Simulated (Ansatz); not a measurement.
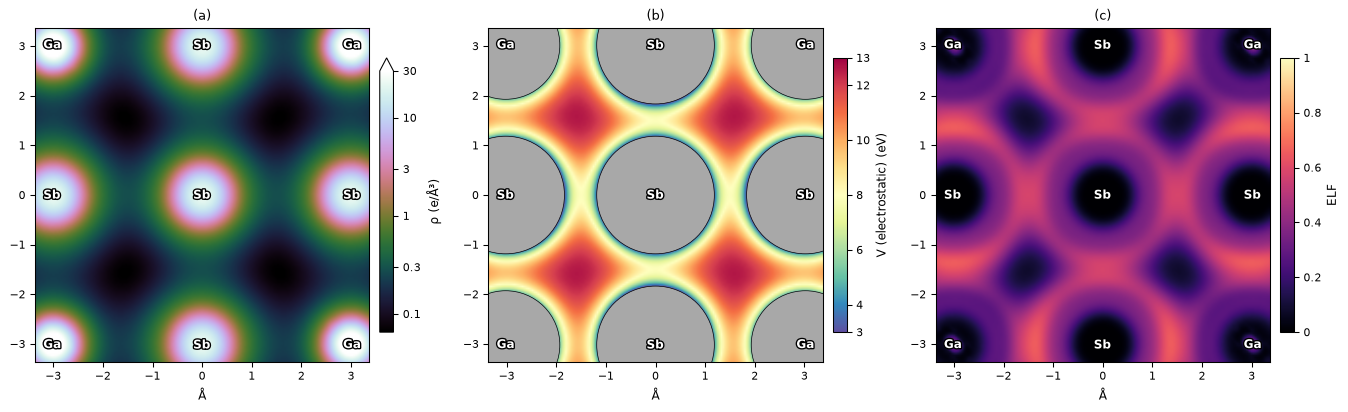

Figure 1: GaSb3. (a) valence pseudo-density; (b) electrostatic potential energy of an electron; (c) ELF on the (001) plane of the conventional cell. Grey discs cover the atomic cores in the potential map.

Space group Im-3m; a generated structure, not necessarily the stable one.

These are results of Ansatz, DFT r2SCAN, scalar-relativistic, plane waves, PAW, not measurements.

The density is the valence pseudo-density of a PAW calculation; it isn't the true density close to the nuclei.

**What does the map show?**

The section cuts through Ga and Sb sites.
Ga–Sb (3.02 Å): ρ is about 0.24 e/Å³ halfway; the ELF peaks at about 0.65 between the atoms.
Sb–Sb (3.02 Å): the density is about 0.28 e/Å³ at the midpoint; the ELF reaches about 0.60 near the midpoint.
Between the atoms the lowest density in this plane is 0.07 e/Å³.
The features right at Ga lie inside the PAW spheres, where the map follows smoothed inner orbitals and isn't to be read closely.
Outside the cores the potential energy rises away from the atoms and is highest about 2.0 Å from the nearest atoms; its zero is arbitrary.
